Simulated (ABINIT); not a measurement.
# Geometry relaxation of InP (part 2 of 3)

The same run, continued: InP (2 atoms in the cell); Kohn-Sham DFT of a periodic cell, PBE, PseudoDojo NC SR PBE v0.4.1 standard, no spin polarisation (ABINIT 10.8.3); cutoff 952.4 eV, 6×6×6 k-mesh, fermi-dirac of 0.05 eV. The structure derives from an entry of the Crystallography Open Database.

Geometry of the input (Å; fractional positions):
```
0.0000  2.9305  2.9305
2.9305  0.0000  2.9305
2.9305  2.9305  0.0000
In 0.0000  0.0000  0.0000
P  0.7500  0.7500  0.7500
```

### Log, continued
```
--- !ResultsGS
iteration_state: {dtset: 1, itime: 3, icycle: 1, }
comment   : Summary of ground state results
lattice_vectors:
- [  0.0000000,   5.6270937,   5.6270937, ]
- [  5.6270937,   0.0000000,   5.6270937, ]
- [  5.6270937,   5.6270937,   0.0000000, ]
lattice_lengths: [   7.95791,    7.95791,    7.95791, ]
lattice_angles: [ 60.000,  60.000,  60.000, ] # degrees, (23, 13, 12)
lattice_volume:   3.5635465E+02
convergence: {deltae:  1.336E-12, res2:  2.670E-13, residm:  1.557E-05, diffor: null, }
etotal    :  -7.33942477E+01
entropy   :   0.00000000E+00
fermie    :   1.56204061E-01
cartesian_stress_tensor: # hartree/bohr^3
- [ -5.92832726E-06,   0.00000000E+00,   0.00000000E+00, ]
- [  0.00000000E+00,  -5.92832726E-06,   0.00000000E+00, ]
- [  0.00000000E+00,   0.00000000E+00,  -5.92832726E-06, ]
pressure_GPa:   1.7442E-01
xred      :
- [  1.0204E-30,   7.4602E-31,  -1.5177E-30, In]
- [  7.5000E-01,   7.5000E-01,   7.5000E-01,  P]
cartesian_forces: # hartree/bohr
- [ -0.00000000E+00,  -0.00000000E+00,  -0.00000000E+00, ]
- [ -0.00000000E+00,  -0.00000000E+00,  -0.00000000E+00, ]
force_length_stats: {min:   0.00000000E+00, max:   0.00000000E+00, mean:   0.00000000E+00, }
...

 Integrated electronic density in atomic spheres:
 ------------------------------------------------
 Atom  Sphere_radius  Integrated_density
    1        2.00000          9.89647694
    2        2.00000          2.73980951

---OUTPUT-----------------------------------------------------------------------

 Cartesian coordinates (xcart) [bohr]
 -4.34257382758897E-30 -2.79862779043844E-30  9.93982940846586E-30
  8.44064052193186E+00  8.44064052193186E+00  8.44064052193186E+00
 Reduced coordinates (xred)
  1.02040023643147E-30  7.46023066866172E-31 -1.51774894767558E-30
  7.50000000000000E-01  7.50000000000000E-01  7.50000000000000E-01
 Cartesian forces (fcart) [Ha/bohr]; max,rms= 0.00000E+00 0.00000E+00 (free atoms)
 -0.00000000000000E+00 -0.00000000000000E+00 -0.00000000000000E+00
 -0.00000000000000E+00 -0.00000000000000E+00 -0.00000000000000E+00
 Gradient of E wrt nuclear positions in reduced coordinates (gred)
  0.00000000000000E+00  0.00000000000000E+00  0.00000000000000E+00
  0.00000000000000E+00  0.00000000000000E+00  0.00000000000000E+00
 Scale of Primitive Cell (acell) [bohr]
  7.95791220082131E+00  7.95791220082131E+00  7.95791220082131E+00
 Real space primitive translations (rprimd) [bohr]
  0.00000000000000E+00  5.62709368128791E+00  5.62709368128791E+00
  5.62709368128791E+00  0.00000000000000E+00  5.62709368128791E+00
  5.62709368128791E+00  5.62709368128791E+00  0.00000000000000E+00
 Unitary Cell Volume (ucvol) [Bohr^3]=  3.56354651518527E+02
 Angles (23,13,12)= [degrees]
  6.00000000000000E+01  6.00000000000000E+01  6.00000000000000E+01
 Lengths [Bohr]
  7.95791220082131E+00  7.95791220082131E+00  7.95791220082130E+00
 Stress tensor in cartesian coordinates (strten) [Ha/bohr^3]
 -5.92832726344257E-06  0.00000000000000E+00  0.00000000000000E+00
  0.00000000000000E+00 -5.92832726344170E-06  0.00000000000000E+00
  0.00000000000000E+00  0.00000000000000E+00 -5.92832726344344E-06
 Total energy (etotal) [Ha]= -7.33942476992850E+01

 Difference of energy with previous step (new-old):
           Absolute (Ha)=-6.10824E-04
           Relative     =-8.32254E-06

--- Iteration: ( 4/50) Internal Cycle: (1/1)
--------------------------------------------------------------------------------

---SELF-CONSISTENT-FIELD CONVERGENCE--------------------------------------------

--- !BeginCycle
iteration_state: {dtset: 1, itime: 4, icycle: 1, }
solver: {iscf: 7, nstep: 80, nline: 4, wfoptalg: 0, }
tolerances: {tolvrs: 1.00E-12, }
...

     iter   Etot(hartree)      deltaE(h)  residm     vres2
 ETOT  1  -73.394150593453    -7.339E+01 1.785E-05 1.344E+00
 ETOT  2  -73.394239586295    -8.899E-05 1.098E-05 9.654E-02
 ETOT  3  -73.394249789600    -1.020E-05 5.345E-06 1.729E-02
 ETOT  4  -73.394250733011    -9.434E-07 1.472E-05 4.973E-04
 ETOT  5  -73.394250757922    -2.491E-08 5.881E-06 2.969E-05
 ETOT  6  -73.394250759905    -1.983E-09 1.630E-05 4.433E-07
 ETOT  7  -73.394250759931    -2.534E-11 6.888E-06 4.979E-09
 ETOT  8  -73.394250759933    -2.331E-12 1.827E-05 5.627E-10
 ETOT  9  -73.394250759935    -2.430E-12 8.178E-06 3.707E-11
 ETOT 10  -73.394250759935     3.837E-13 2.057E-05 3.727E-12
 ETOT 11  -73.394250759934     8.527E-13 9.470E-06 1.584E-13

 At SCF step   11       vres2   =  1.58E-13 < tolvrs=  1.00E-12 =>converged.

 Cartesian components of stress tensor (hartree/bohr^3)
  sigma(1 1)= -3.58927974E-07  sigma(3 2)=  0.00000000E+00
  sigma(2 2)= -3.58927974E-07  sigma(3 1)=  0.00000000E+00
  sigma(3 3)= -3.58927974E-07  sigma(2 1)=  0.00000000E+00

--- !ResultsGS
iteration_state: {dtset: 1, itime: 4, icycle: 1, }
comment   : Summary of ground state results
lattice_vectors:
- [  0.0000000,   5.6322234,   5.6322234, ]
- [  5.6322234,   0.0000000,   5.6322234, ]
- [  5.6322234,   5.6322234,   0.0000000, ]
lattice_lengths: [   7.96517,    7.96517,    7.96517, ]
lattice_angles: [ 60.000,  60.000,  60.000, ] # degrees, (23, 13, 12)
lattice_volume:   3.5733012E+02
convergence: {deltae:  8.527E-13, res2:  1.584E-13, residm:  9.470E-06, diffor: null, }
etotal    :  -7.33942508E+01
entropy   :   0.00000000E+00
fermie    :   1.54967295E-01
cartesian_stress_tensor: # hartree/bohr^3
- [ -3.58927974E-07,   0.00000000E+00,   0.00000000E+00, ]
- [  0.00000000E+00,  -3.58927974E-07,   0.00000000E+00, ]
- [  0.00000000E+00,   0.00000000E+00,  -3.58927974E-07, ]
pressure_GPa:   1.0560E-02
xred      :
- [  1.0751E-30,   8.0073E-31,  -1.6089E-30, In]
- [  7.5000E-01,   7.5000E-01,   7.5000E-01,  P]
cartesian_forces: # hartree/bohr
- [  2.98799095E-30,   2.98799095E-30,  -8.96397284E-30, ]
- [ -2.98799095E-30,  -2.98799095E-30,   8.96397284E-30, ]
force_length_stats: {min:   9.91004485E-30, max:   9.91004485E-30, mean:   9.91004485E-30, }
...

 Integrated electronic density in atomic spheres:
 ------------------------------------------------
 Atom  Sphere_radius  Integrated_density
    1        2.00000          9.90112792
    2        2.00000          2.74357615

---OUTPUT-----------------------------------------------------------------------

 Cartesian coordinates (xcart) [bohr]
 -4.55194162154622E-30 -3.00658809579562E-30  1.05651178131375E-29
  8.44833515958498E+00  8.44833515958498E+00  8.44833515958498E+00
 Reduced coordinates (xred)
  1.07510572587324E-30  8.00728556307947E-31 -1.60892476341187E-30
  7.50000000000000E-01  7.50000000000000E-01  7.50000000000000E-01
 Cartesian forces (fcart) [Ha/bohr]; max,rms= 8.96397E-30 5.72157E-30 (free atoms)
  2.98799094617270E-30  2.98799094617270E-30 -8.96397283851809E-30
 -2.98799094617270E-30 -2.98799094617270E-30  8.96397283851809E-30
 Gradient of E wrt nuclear positions in reduced coordinates (gred)
  3.36580652894298E-29  3.36580652894298E-29 -3.36580652894298E-29
 -3.36580652894298E-29 -3.36580652894298E-29  3.36580652894298E-29
 Scale of Primitive Cell (acell) [bohr]
  7.96516677477236E+00  7.96516677477236E+00  7.96516677477236E+00
 Real space primitive translations (rprimd) [bohr]
  0.00000000000000E+00  5.63222343972332E+00  5.63222343972332E+00
  5.63222343972332E+00  0.00000000000000E+00  5.63222343972332E+00
  5.63222343972332E+00  5.63222343972332E+00  0.00000000000000E+00
 Unitary Cell Volume (ucvol) [Bohr^3]=  3.57330117899033E+02
 Angles (23,13,12)= [degrees]
  6.00000000000000E+01  6.00000000000000E+01  6.00000000000000E+01
 Lengths [Bohr]
  7.96516677477236E+00  7.96516677477236E+00  7.96516677477236E+00
 Stress tensor in cartesian coordinates (strten) [Ha/bohr^3]
 -3.58927973882414E-07  0.00000000000000E+00  0.00000000000000E+00
  0.00000000000000E+00 -3.58927973883282E-07  0.00000000000000E+00
  0.00000000000000E+00  0.00000000000000E+00 -3.58927973882414E-07
 Total energy (etotal) [Ha]= -7.33942507599341E+01

 Difference of energy with previous step (new-old):
           Absolute (Ha)=-3.06065E-06
           Relative     =-4.17015E-08

--- Iteration: ( 5/50) Internal Cycle: (1/1)
--------------------------------------------------------------------------------

---SELF-CONSISTENT-FIELD CONVERGENCE--------------------------------------------

--- !BeginCycle
iteration_state: {dtset: 1, itime: 5, icycle: 1, }
solver: {iscf: 7, nstep: 80, nline: 4, wfoptalg: 0, }
tolerances: {tolvrs: 1.00E-12, }
...

     iter   Etot(hartree)      deltaE(h)  residm     vres2
 ETOT  1  -73.394250354687    -7.339E+01 9.953E-06 5.595E-03
 ETOT  2  -73.394250724992    -3.703E-07 1.043E-05 4.030E-04
 ETOT  3  -73.394250767446    -4.245E-08 2.769E-05 7.228E-05
 ETOT  4  -73.394250771385    -3.938E-09 1.107E-05 2.072E-06
 ETOT  5  -73.394250771485    -1.003E-10 2.895E-05 1.262E-07
 ETOT  6  -73.394250771496    -1.053E-11 1.134E-05 1.839E-09
 ETOT  7  -73.394250771495     9.805E-13 2.983E-05 2.037E-11
 ETOT  8  -73.394250771498    -2.899E-12 1.145E-05 2.304E-12
 ETOT  9  -73.394250771497     1.066E-12 3.029E-05 1.540E-13

 At SCF step    9       vres2   =  1.54E-13 < tolvrs=  1.00E-12 =>converged.

 Cartesian components of stress tensor (hartree/bohr^3)
  sigma(1 1)= -2.05354956E-09  sigma(3 2)=  0.00000000E+00
  sigma(2 2)= -2.05354956E-09  sigma(3 1)=  0.00000000E+00
  sigma(3 3)= -2.05354956E-09  sigma(2 1)=  0.00000000E+00

--- !ResultsGS
iteration_state: {dtset: 1, itime: 5, icycle: 1, }
comment   : Summary of ground state results
lattice_vectors:
- [  0.0000000,   5.6325550,   5.6325550, ]
- [  5.6325550,   0.0000000,   5.6325550, ]
- [  5.6325550,   5.6325550,   0.0000000, ]
lattice_lengths: [   7.96564,    7.96564,    7.96564, ]
lattice_angles: [ 60.000,  60.000,  60.000, ] # degrees, (23, 13, 12)
lattice_volume:   3.5739323E+02
convergence: {deltae:  1.066E-12, res2:  1.540E-13, residm:  3.029E-05, diffor: null, }
etotal    :  -7.33942508E+01
entropy   :   0.00000000E+00
fermie    :   1.54887516E-01
cartesian_stress_tensor: # hartree/bohr^3
- [ -2.05354956E-09,   0.00000000E+00,   0.00000000E+00, ]
- [  0.00000000E+00,  -2.05354956E-09,   0.00000000E+00, ]
- [  0.00000000E+00,   0.00000000E+00,  -2.05354956E-09, ]
pressure_GPa:   6.0418E-05
xred      :
- [  2.0231E-31,  -7.2070E-32,  -1.5426E-31, In]
- [  7.5000E-01,   7.5000E-01,   7.5000E-01,  P]
cartesian_forces: # hartree/bohr
- [ -0.00000000E+00,  -0.00000000E+00,  -0.00000000E+00, ]
- [ -0.00000000E+00,  -0.00000000E+00,  -0.00000000E+00, ]
force_length_stats: {min:   0.00000000E+00, max:   0.00000000E+00, mean:   0.00000000E+00, }
...

 Integrated electronic density in atomic spheres:
 ------------------------------------------------
 Atom  Sphere_radius  Integrated_density
    1        2.00000          9.90142819
    2        2.00000          2.74381953

---OUTPUT-----------------------------------------------------------------------

 Cartesian coordinates (xcart) [bohr]
 -1.27482051615406E-30  2.70623981577230E-31  7.33572552999596E-31
  8.44883249677693E+00  8.44883249677693E+00  8.44883249677693E+00
 Reduced coordinates (xred)
  2.02307571927863E-31 -7.20695976374317E-32 -1.54261173502909E-31
  7.50000000000000E-01  7.50000000000000E-01  7.50000000000000E-01
 Cartesian forces (fcart) [Ha/bohr]; max,rms= 0.00000E+00 0.00000E+00 (free atoms)
 -0.00000000000000E+00 -0.00000000000000E+00 -0.00000000000000E+00
 -0.00000000000000E+00 -0.00000000000000E+00 -0.00000000000000E+00
 Gradient of E wrt nuclear positions in reduced coordinates (gred)
  0.00000000000000E+00  0.00000000000000E+00  0.00000000000000E+00
  0.00000000000000E+00  0.00000000000000E+00  0.00000000000000E+00
 Scale of Primitive Cell (acell) [bohr]
  7.96563566877365E+00  7.96563566877365E+00  7.96563566877365E+00
 Real space primitive translations (rprimd) [bohr]
  0.00000000000000E+00  5.63255499785129E+00  5.63255499785129E+00
  5.63255499785128E+00  0.00000000000000E+00  5.63255499785128E+00
  5.63255499785129E+00  5.63255499785129E+00  0.00000000000000E+00
 Unitary Cell Volume (ucvol) [Bohr^3]=  3.57393227618026E+02
 Angles (23,13,12)= [degrees]
  6.00000000000000E+01  6.00000000000000E+01  6.00000000000000E+01
 Lengths [Bohr]
  7.96563566877365E+00  7.96563566877365E+00  7.96563566877365E+00
 Stress tensor in cartesian coordinates (strten) [Ha/bohr^3]
 -2.05354955783166E-09  0.00000000000000E+00  0.00000000000000E+00
  0.00000000000000E+00 -2.05354956130110E-09  0.00000000000000E+00
  0.00000000000000E+00  0.00000000000000E+00 -2.05354955956638E-09
 Total energy (etotal) [Ha]= -7.33942507714966E+01

 Difference of energy with previous step (new-old):
           Absolute (Ha)=-1.15624E-08
           Relative     =-1.57539E-10

 At Broyd/MD step   5, gradients are converged :
  max grad (force/stress) = 2.0535E-07 < tolmxf= 2.0000E-05 ha/bohr (free atoms)

================================================================================

 ----iterations are completed or convergence reached----

 Mean square residual over all n,k,spin=   14.564E-08; max=  30.294E-06
 reduced coordinates (array xred) for    2 atoms
       0.000000000000     -0.000000000000     -0.000000000000
       0.750000000000      0.750000000000      0.750000000000
 rms dE/dt=  0.0000E+00; max dE/dt=  0.0000E+00; dE/dt below (all hartree)
    1       0.000000000000      0.000000000000      0.000000000000
    2       0.000000000000      0.000000000000      0.000000000000

 cartesian coordinates (angstrom) at end:
    1     -0.00000000000000     0.00000000000000     0.00000000000000
    2      4.47092961299791     4.47092961299791     4.47092961299791

 cartesian forces (hartree/bohr) at end:
    1     -0.00000000000000    -0.00000000000000    -0.00000000000000
    2     -0.00000000000000    -0.00000000000000    -0.00000000000000
 frms,max,avg= 0.0000000E+00 0.0000000E+00   0.000E+00  0.000E+00  0.000E+00 h/b

 cartesian forces (eV/Angstrom) at end:
    1     -0.00000000000000    -0.00000000000000    -0.00000000000000
    2     -0.00000000000000    -0.00000000000000    -0.00000000000000
 frms,max,avg= 0.0000000E+00 0.0000000E+00   0.000E+00  0.000E+00  0.000E+00 e/A
 length scales=  7.965635668774  7.965635668774  7.965635668774 bohr
              =  4.215232863411  4.215232863411  4.215232863411 angstroms
 Fermi (or HOMO) energy (hartree) =   0.15489   Average Vxc (hartree)=  -0.33756
 Eigenvalues (hartree) for nkpt=  16  k points:
 kpt#   1, nband= 13, wtk=  0.00463, kpt=  0.0000  0.0000  0.0000 (reduced coord)
  -0.37398   -0.37398   -0.37398   -0.36938   -0.36938   -0.26502    0.14595    0.14595
   0.14595    0.16174    0.29601    0.29601    0.29601
      occupation numbers for kpt#   1
   2.00000    2.00000    2.00000    2.00000    2.00000    2.00000    1.98468    1.98468
   1.98468    0.04693    0.00000    0.00000    0.00000
 prteigrs : prtvol=0 or 1, do not print more k-points.

--- !EnergyTerms
iteration_state     : {dtset: 1, itime: 5, icycle: 1, }
comment             : Components of total free energy in Hartree
kinetic             :  4.43907259383454E+01
hartree             :  1.88183020270721E+01
xc                  : -2.20918219890452E+01
Ewald energy        : -4.41058684229807E+01
psp_core            :  1.68146830594972E+00
local_psp           : -5.82441910073243E+01
non_local_psp       : -1.38428613407560E+01
internal            : -7.33942464887390E+01
'-kT*entropy'       : -4.28275754759117E-06
total_energy        : -7.33942507714966E+01
total_energy_eV     : -1.99715930597758E+03
band_energy         : -3.86031311578355E+00
...

 Cartesian components of stress tensor (hartree/bohr^3)
  sigma(1 1)= -2.05354956E-09  sigma(3 2)=  0.00000000E+00
  sigma(2 2)= -2.05354956E-09  sigma(3 1)=  0.00000000E+00
  sigma(3 3)= -2.05354956E-09  sigma(2 1)=  0.00000000E+00

-Cartesian components of stress tensor (GPa)         [Pressure=  6.0418E-05 GPa]
- sigma(1 1)= -6.04175139E-05  sigma(3 2)=  0.00000000E+00
- sigma(2 2)= -6.04175140E-05  sigma(3 1)=  0.00000000E+00
- sigma(3 3)= -6.04175139E-05  sigma(2 1)=  0.00000000E+00

== END DATASET(S) ==============================================================
================================================================================

 -outvars: echo values of variables after computation  --------
            acell      7.9656356688E+00  7.9656356688E+00  7.9656356688E+00 Bohr
           etotal     -7.3394250771E+01
            fcart     -0.0000000000E+00 -0.0000000000E+00 -0.0000000000E+00
                      -0.0000000000E+00 -0.0000000000E+00 -0.0000000000E+00
            rprim      0.0000000000E+00  7.0710678119E-01  7.0710678119E-01
                       7.0710678119E-01  0.0000000000E+00  7.0710678119E-01
                       7.0710678119E-01  7.0710678119E-01  0.0000000000E+00
           strten     -2.0535495578E-09 -2.0535495613E-09 -2.0535495596E-09
                       0.0000000000E+00  0.0000000000E+00  0.0000000000E+00
           xangst     -6.7460596468E-31  1.4320804368E-31  3.8818987733E-31
                       4.4709296130E+00  4.4709296130E+00  4.4709296130E+00
             xred      2.0230757193E-31 -7.2069597637E-32 -1.5426117350E-31
                       7.5000000000E-01  7.5000000000E-01  7.5000000000E-01
 Calculation completed.
```

### Trajectory as extended XYZ (Å, eV, eV/Å), 5 frames, from step=0 to step=4
```
2
Lattice="0.0000 2.9305 2.9305 2.9305 0.0000 2.9305 2.9305 2.9305 0.0000" Properties=species:S:1:pos:R:3:forces:R:3 step=0 energy=-1997.13261
In    0.0000    0.0000    0.0000    0.0000   0.0000   0.0000
P     4.3957    4.3957    4.3957    0.0000   0.0000   0.0000
2
Lattice="0.0000 2.9407 2.9407 2.9407 0.0000 2.9407 2.9407 2.9407 0.0000" Properties=species:S:1:pos:R:3:forces:R:3 step=1 energy=-1997.14260
In    0.0000    0.0000    0.0000    0.0000   0.0000   0.0000
P     4.4111    4.4111    4.4111    0.0000   0.0000   0.0000
2
Lattice="0.0000 2.9777 2.9777 2.9777 0.0000 2.9777 2.9777 2.9777 0.0000" Properties=species:S:1:pos:R:3:forces:R:3 step=2 energy=-1997.15922
In    0.0000    0.0000    0.0000    0.0000   0.0000   0.0000
P     4.4666    4.4666    4.4666    0.0000   0.0000   0.0000
2
Lattice="0.0000 2.9804 2.9804 2.9804 0.0000 2.9804 2.9804 2.9804 0.0000" Properties=species:S:1:pos:R:3:forces:R:3 step=3 energy=-1997.15931
In    0.0000    0.0000    0.0000    0.0000   0.0000   0.0000
P     4.4707    4.4707    4.4707    0.0000   0.0000   0.0000
2
Lattice="0.0000 2.9806 2.9806 2.9806 0.0000 2.9806 2.9806 2.9806 0.0000" Properties=species:S:1:pos:R:3:forces:R:3 step=4 energy=-1997.15931
In    0.0000    0.0000    0.0000    0.0000   0.0000   0.0000
P     4.4709    4.4709    4.4709    0.0000   0.0000   0.0000
```

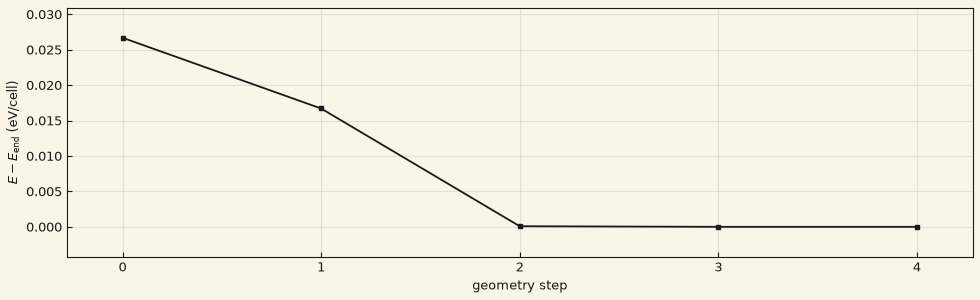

*Progress of the relaxation, step by step (steps are counted from 0).*

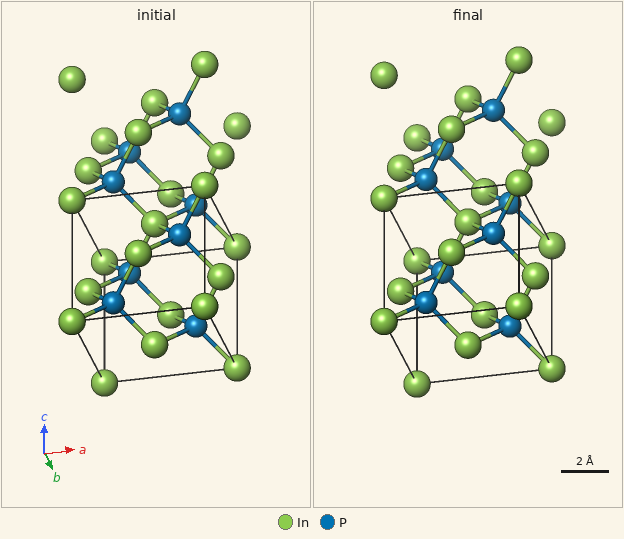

*Before (left) and after (right) the relaxation, at one scale (ball-and-stick view of the cell 4 times as large as that of the calculation, set on its symmetry axes, repeated 1 × 1 × 2, seen at an oblique angle).*

Over 4 geometry steps the energy falls by 26.7 meV per cell of the calculation. All forces vanish by symmetry, so only the cell relaxes. No atom moves by more than 0.005 Å relative to the cell. The drawn cell changes as follows: a = b = c 5.861 → 5.961 Å (+1.7 %); the volume changes by +5.2 %. Distances before and after: In1–P2 2.538 → 2.581 Å. The space group stays F-43m (No. 216). (Atoms are counted from 1 in the order of the input.)

This output came from the following input.
